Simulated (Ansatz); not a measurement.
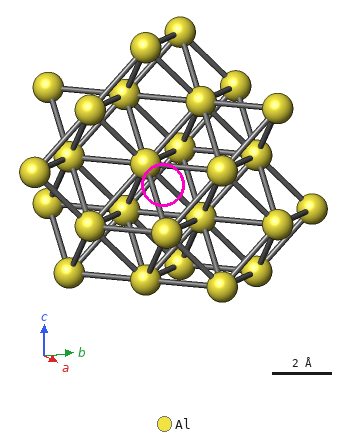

Perfect Al. The picture is a ball-and-stick view of the atoms within 5.4 Å of one point, in a slice 5.0 Å thick across the line of sight, seen slightly off an axis.

Computed with Ansatz 0.2.0, DFT PBE, scalar-relativistic, plane waves, PAW. Settings: plane-wave cutoff 420 eV; k-point mesh 4 × 4 × 4; occupations gaussian; smearing width 0.1 eV; no spin polarisation. The cell is small and the k-mesh coarse, so the numbers are rough. The axes drawn are those of the host's conventional cell.

An extra aluminium atom is put between the host's atoms (an interstitial) at the ringed place, in charge state 0. The supercell has 27 sites, and the atoms are relaxed at the host's cell.

> Predict the relaxed surroundings of the defect.

The Al atom starts with 4 Al at 1.75 Å around its place and ends with 6 Al at 2.33 to 2.78 Å. Of the host's atoms, an aluminium atom moves furthest from its site, by 1.17 Å. The Al atom itself moves 1.43 Å from where it was put.

The relaxed defect, seen from the same direction:

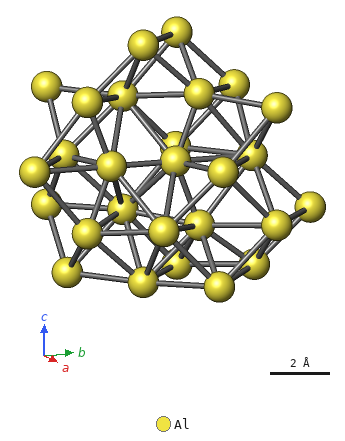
